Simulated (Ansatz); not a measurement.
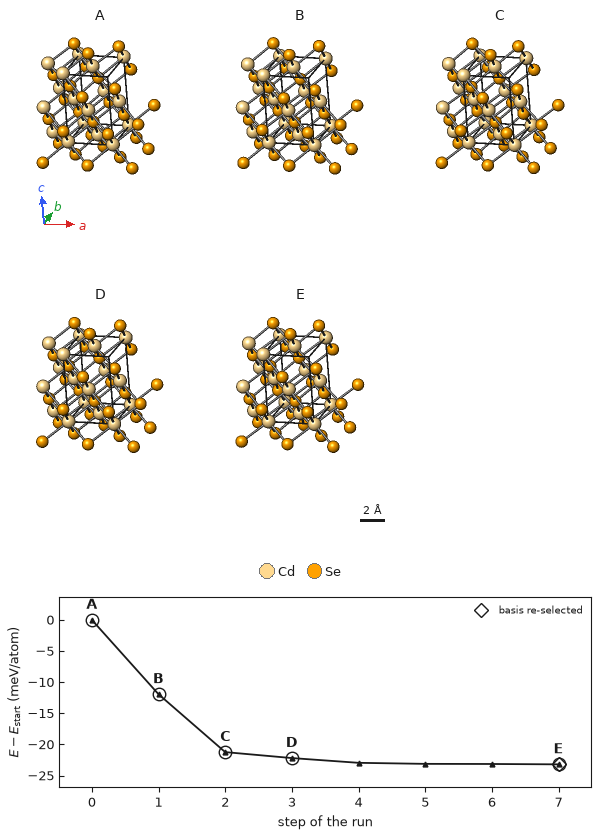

Frames of a relaxation of solid CdSe (built on the LiH-225 type type), marked on the history of the run. A ball-and-stick model of the cell of the calculation, reduced to other axes, seen slightly off an axis. Lengths and directions refer to the drawn axes.

Case: shaken.

Level of theory: DFT, PBEsol, plane waves, PAW in Ansatz.

The input:
```yaml
crystal:
  lattice:
    - [-0.03785764, 5.6169498754, 5.6031330507]
    - [5.6019638849, -0.1004271352, 5.6657025459]
    - [2.7434668796, 2.7822446225, 0.0073014952]
  atoms:
    - { symbol: Cd, position: [0.0032561051, -0.0123326687, 0.0105768124] }
    - { symbol: Se, position: [0.2591638629, 0.2447451873, 0.4571525853] }
    - { symbol: Cd, position: [-0.0035918592, 0.5023424503, -0.0071410979] }
    - { symbol: Se, position: [0.2468210709, 0.7452151295, 0.5052031961] }
    - { symbol: Cd, position: [0.4984451841, 0.0031256359, 0.0139478295] }
    - { symbol: Se, position: [0.7425356307, 0.2428746123, 0.5195882991] }
    - { symbol: Cd, position: [0.4980332331, 0.4958552917, -0.0137444441] }
    - { symbol: Se, position: [0.7349822468, 0.7609647513, 0.4924212257] }
kpoints:
  mp_grid: { grid: [6, 6, 6] }
hamiltonian:
  xc: pbesol
scf:
  occupations: { method: fermi_dirac, width: 0.05 }
relax:
  f_tol: 0.01
  cell: {}
  max_steps: 120
```

Launched with:
```bash
ansatz run input.yaml --threads 2 --pin off --max-ram 2211MiB --backend cpu --events-out ev --progress --plain --runs-dir out
```

> Describe the path.

Se8 moves most relative to the cell: 0.16 Å roughly along [−3 0 1]. Largest moves by element: Se 0.16 Å, Cd 0.10 Å. Cell: a 3.907 → 4.001 Å (+2.4 %), b 6.862 → 6.910 Å (+0.7 %), c 6.964 → 6.890 Å (−1.1 %), α 109.0° → 109.7°, β 90.3° → 90.0°, γ 90.6° → 90.0°. Volume +1.6 %. Among the contacts that change: Cd5–Se8 2.685 → 2.877 Å, Cd5–Se6 2.723 → 2.874 Å, Se4–Cd7 2.776 → 2.926 Å, Cd1–Se6 2.858 → 2.715 Å. Bond angles that change, for instance: Cd3–Se8–Cd5 93.2° → 86.4°, Se2–Cd1–Se8 174.5° → 180.0°, Se2–Cd5–Se8 94.1° → 88.7°. The space group (tolerance 0.01 Å) goes from P1 (No. 1) to P2_1/c (No. 14). Over 6 accepted moves (7 points after the start) the energy falls by 23.2 meV per atom. Largest force component: 0.84 eV/Å at the start, 0.00067 eV/Å at the end. The pressure goes from 1.32 to 0.00 GPa. At 1 point the geometry stayed and the basis and grid were re-selected for the new cell (energy shift of 0.1 meV per atom at most each time). From step 0 to 1: Se6 moves most (0.20 Å), volume +1.7 %, energy −11.9 meV per atom. From step 1 to 2: Se2 moves most (0.20 Å), volume +0.2 %, energy −9.3 meV per atom. From step 2 to 3: Se2 moves most (0.20 Å), volume −1.1 %, energy −1.0 meV per atom. From step 3 to 7: Se atoms move most (0.12 Å), volume +0.8 %, energy −1.0 meV per atom.

```
step  E − E(0), meV/atom  largest force component, eV/Å  pressure, GPa  volume, Å³/atom                      note
   0                0.00                         0.8404           1.32           22.069                          
   1              -11.94                         0.5810          -0.22           22.433                          
   2              -21.24                         0.1182           0.16           22.473                          
   3              -22.19                         0.0236           0.22           22.233                          
   4              -22.96                         0.0367           0.02           22.453                          
   5              -23.13                         0.0064          -0.09           22.440                          
   6              -23.15                         0.0006           0.00           22.418                          
   7              -23.20                         0.0007           0.00           22.418  same geometry, new basis
```
